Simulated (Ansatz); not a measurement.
## Single-point calculation of TaN (part 2 of 2)

TaN (slab, 20 atoms in the cell); DFT PBEsol, scalar-relativistic, plane waves, PAW, no spin polarisation (Ansatz 0.2.0); cutoff 420 eV, 12×6×1 k-mesh, Gaussian smearing of 0.1 eV. The structure derives from an entry of the Crystallography Open Database. It belongs to a series of runs on one base structure; here: vacuum: 10.

Geometry of the input (Å; fractional positions):
```
2.8895  0.0000  0.0000
0.0000  5.8608  0.0000
0.0000  0.0000  21.6776
Ta 0.5000  0.0000  0.2307
Ta 0.5000  0.5000  0.2307
N  0.0000  0.7500  0.2691
N  0.5000  0.2500  0.3076
Ta 0.0000  0.0000  0.3461
Ta 0.0000  0.5000  0.3461
N  0.5000  0.7500  0.3846
N  0.0000  0.2500  0.4230
Ta 0.5000  0.0000  0.4615
Ta 0.5000  0.5000  0.4615
N  0.0000  0.7500  0.5000
N  0.5000  0.2500  0.5385
Ta 0.0000  0.0000  0.5770
Ta 0.0000  0.5000  0.5770
N  0.5000  0.7500  0.6154
N  0.0000  0.2500  0.6539
Ta 0.5000  0.0000  0.6924
Ta 0.5000  0.5000  0.6924
N  0.0000  0.7500  0.7309
N  0.5000  0.2500  0.7693
```

Output, continued
```
--- Band table (eV; the first three rows and the last of 28) ---
  k-point 0: bands = ["-59.3030", "-59.2641", "-59.1996", "-59.1583", "-59.1541", "-59.1444", "-59.1138", "-59.1048", "-59.0187", "-58.9783", "-26.4096", "-26.3620", "-26.2608", "-26.2527", "-26.1654", "-26.1559", "-26.1076", "-26.0331", "-25.9781", "-25.8759", "-25.7819", "-25.5642", "-25.5545", "-25.5305", "-25.4975", "-25.4829", "-25.4481", "-25.4466", "-25.4264", "-25.4057", "-25.3691", "-25.3438", "-25.3333", "-25.3280", "-25.3176", "-25.2620", "-25.2586", "-25.2310", "-25.2299", "-25.1600", "-8.3169", "-7.7070", "-7.0994", "-6.8398", "-6.7420", "-6.2209", "-6.0468", "-5.7266", "-4.3510", "-3.1274", "0.0437", "0.4811", "0.9223", "1.4661", "1.7443", "2.0048", "2.3153", "3.3750", "3.6095", "3.7286", "3.7510", "3.8970", "3.9790", "4.0995", "4.1565", "4.2754", "4.3234", "4.7661", "4.9253", "4.9341", "4.9527", "5.2420", "5.4699", "5.7778", "5.9043", "6.0182", "6.1387", "6.2406", "6.3515", "6.7307", "7.1819", "7.2210", "7.4810", "7.5350", "7.8756", "7.9492", "8.3021", "8.5290", "8.6050", "8.8598", "9.1964", "9.3175", "9.5671", "9.6725", "9.9461", "10.1242", "10.1588", "10.4176", "10.5451", "11.1557", "11.4470", "11.5386", "11.7319", "12.1855", "12.1969", "12.2382", "12.4164", "12.7349", "12.8631", "12.8986"]
  k-point 1: bands = ["-59.3004", "-59.2667", "-59.1969", "-59.1611", "-59.1514", "-59.1418", "-59.1165", "-59.1075", "-59.0160", "-58.9810", "-26.3992", "-26.3117", "-26.2716", "-26.2049", "-26.1557", "-26.1099", "-26.0640", "-26.0386", "-25.9382", "-25.8642", "-25.7889", "-25.6108", "-25.5629", "-25.5441", "-25.5251", "-25.4970", "-25.4725", "-25.4537", "-25.4415", "-25.4009", "-25.3971", "-25.3743", "-25.3382", "-25.3236", "-25.3133", "-25.3007", "-25.2664", "-25.2432", "-25.2263", "-25.1648", "-8.1868", "-7.6067", "-7.0184", "-6.8208", "-6.6939", "-6.3340", "-6.2028", "-5.8194", "-4.4350", "-3.1489", "0.3049", "0.6110", "1.0687", "1.4331", "1.9090", "2.0896", "2.2279", "3.1942", "3.3798", "3.6510", "3.7479", "3.8769", "4.0599", "4.0739", "4.2016", "4.2138", "4.3866", "4.4150", "4.8580", "4.9529", "5.2514", "5.3287", "5.6943", "5.8900", "6.0158", "6.0166", "6.1377", "6.2279", "6.4484", "6.5000", "6.9659", "7.2181", "7.4563", "7.5759", "7.7627", "7.9824", "8.2169", "8.5085", "8.5856", "8.9550", "9.3852", "9.4041", "9.6490", "9.6883", "10.0018", "10.0371", "10.3111", "10.4257", "10.5099", "11.0420", "11.2444", "11.5596", "11.5763", "11.8113", "11.9571", "12.4020", "12.5107", "12.5210", "12.7219", "12.9542"]
  k-point 2: bands = ["-59.2933", "-59.2739", "-59.1893", "-59.1687", "-59.1440", "-59.1345", "-59.1239", "-59.1147", "-59.0086", "-58.9884", "-26.3722", "-26.2991", "-26.1719", "-26.1314", "-26.0864", "-26.0509", "-25.9831", "-25.9340", "-25.8700", "-25.8084", "-25.7879", "-25.7602", "-25.6916", "-25.6207", "-25.5501", "-25.5401", "-25.5101", "-25.4998", "-25.4689", "-25.4326", "-25.4274", "-25.3894", "-25.3869", "-25.3515", "-25.3117", "-25.2985", "-25.2785", "-25.2602", "-25.2134", "-25.1779", "-7.8241", "-7.3364", "-6.8483", "-6.7905", "-6.7019", "-6.5711", "-6.4996", "-6.0641", "-4.6079", "-3.1826", "0.9558", "1.0062", "1.4279", "1.5389", "1.8560", "2.1242", "2.3147", "2.6939", "2.9519", "3.1152", "3.2944", "4.0724", "4.1046", "4.2398", "4.2853", "4.5291", "4.5403", "4.7092", "4.9887", "5.0565", "5.0861", "5.2098", "5.4614", "5.6397", "5.8480", "5.9467", "6.2277", "6.4945", "6.6485", "7.0518", "7.0526", "7.1101", "7.1919", "7.5036", "7.7300", "8.0169", "8.2404", "8.5048", "8.6223", "8.9997", "9.2664", "9.5168", "9.7477", "9.9649", "10.0061", "10.0809", "10.1219", "10.2744", "10.5675", "10.6688", "10.9152", "11.0232", "11.5273", "11.5575", "11.8672", "12.0135", "12.0385", "12.5705", "12.6100", "12.8350"]
  k-point 27: bands = ["-59.2348", "-59.2338", "-59.1136", "-59.1136", "-59.1040", "-59.1040", "-59.0749", "-59.0748", "-58.9594", "-58.9594", "-26.3713", "-26.3694", "-26.3514", "-26.3502", "-26.2090", "-26.2086", "-26.1862", "-26.1833", "-26.1522", "-26.1301", "-25.8152", "-25.8046", "-25.7800", "-25.7604", "-25.7604", "-25.7456", "-25.7417", "-25.7402", "-25.6458", "-25.6437", "-25.6418", "-25.6381", "-25.6044", "-25.6042", "-25.5602", "-25.5585", "-25.4868", "-25.4865", "-25.4856", "-25.4820", "-6.3805", "-6.3723", "-6.3193", "-6.3091", "-6.2361", "-6.2109", "-6.1100", "-6.1071", "-4.2120", "-2.4981", "1.5150", "1.5462", "1.5472", "1.5866", "1.8961", "1.9906", "2.0473", "2.0766", "2.6805", "2.7287", "2.7670", "2.7914", "2.9595", "3.0535", "3.1703", "3.2911", "3.8540", "3.9159", "4.0233", "4.2664", "4.4537", "4.5036", "4.5246", "4.6190", "4.8239", "5.1455", "6.5631", "6.8638", "6.9695", "7.0657", "7.0880", "7.2667", "7.5650", "7.5657", "7.7429", "8.1395", "8.1787", "8.2806", "8.8123", "9.2693", "9.3365", "9.3570", "10.1844", "10.5089", "10.6904", "10.8783", "11.4351", "11.6368", "11.8135", "12.0658", "13.0129", "13.0464", "13.0936", "13.1996", "13.4949", "13.6560", "13.6991", "13.8402", "13.8594", "13.8769"]
```

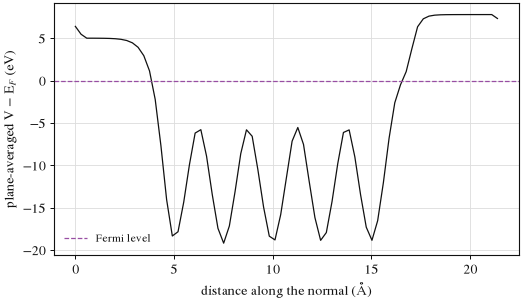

*Plane average of the electrostatic potential energy of an electron across the cell, from the Fermi level.*

The vacuum level lies 7.78 eV above the Fermi level on the upper side and 4.99 eV on the lower.

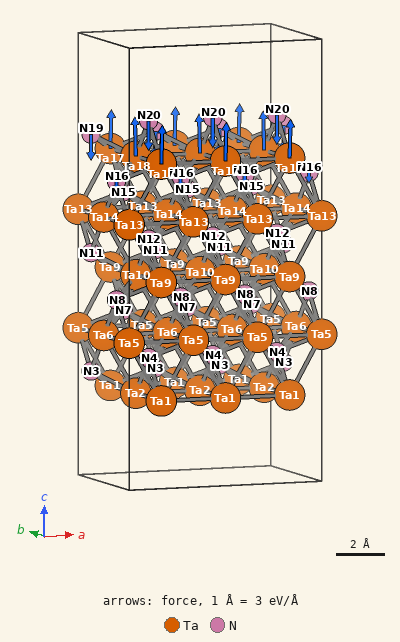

*Forces on the atoms as blue arrows (ball-and-stick view of the 3 × 1 repeat of the cell, with the vacuum cut short, seen slightly off an axis; atoms are numbered from 1 in the order of the input); the smallest are left out.*

The largest act on Ta17, Ta18 (5.06 eV/Å); N20 (3.88 eV/Å); N19 (3.42 eV/Å). The geometry is not a stationary point of this energy.

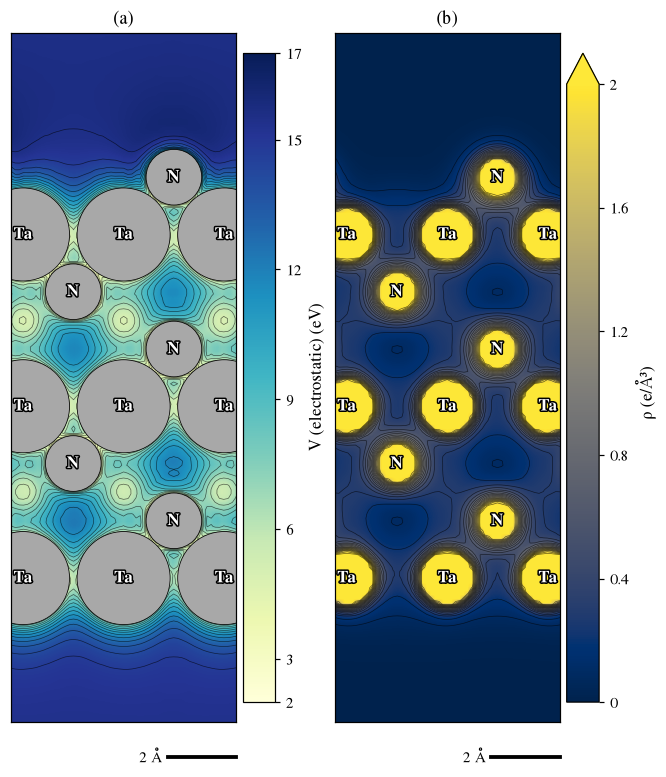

*(a) electrostatic potential energy of an electron; (b) valence electron density on the (100) plane of the calculation cell, a cut from vacuum to vacuum. Grey discs, where drawn, cover atomic cores.*

The plane passes through Ta and N nuclei. Ta–N (2.22 Å): the density is about 0.55 e/Å³ at the midpoint. Ta–Ta (2.93 Å): ρ at the midpoint is about 0.29 e/Å³. The density dies away to nearly zero in the vacuum. In a PAW calculation such maps are meaningful between the atoms, not at the nuclei.

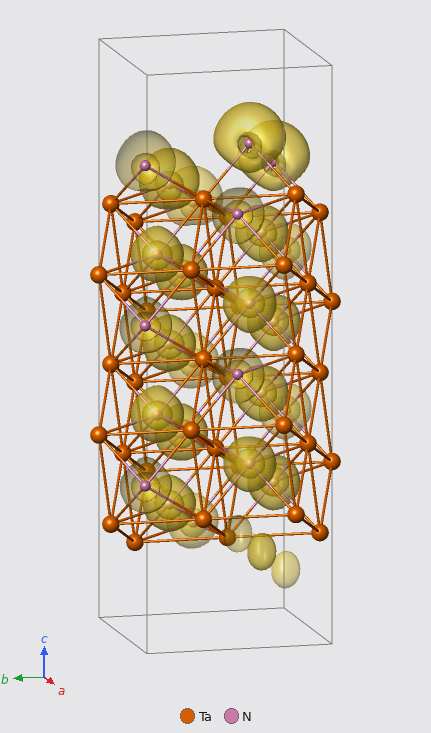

*Isosurface of the electron localisation function at 0.7 (yellow), seen at an oblique angle. Core shells and regions of very low density are left out. Sticks mark near contacts.*

Counts are for one cell; the picture repeats the cell along the surface.  Values along the shortest contacts: Ta–N (2.22 Å): the ELF is about 0.15 at the midpoint; no shared pair; the contact is polar. Ta–Ta (2.89 Å): the ELF is about 0.25 at the midpoint (no shared electron pair).

Key numbers

| quantity | value |
| --- | --- |
| outcome | converged |
| electrons treated | 180 |
| free energy | −101861.6239 eV |
| work function, top face | 7.78 eV |
| work function, bottom face | 4.99 eV |
| Fermi energy | 9.046 eV |
| gap on the k-point mesh | none (metallic) |
| work function (upper face) | 7.78 eV |
| largest force (length of the vector) | 5.059 eV/Å |
| wall time | 49 s (CPU time 97 s) |
| peak memory | 1.2 GiB |

Warnings of the run: the density in the vacuum is higher than it should be, so vacuum levels may be off; the exchange-correlation potential is rough where the density is thin. Spin–orbit coupling is left out, which matters for Ta.
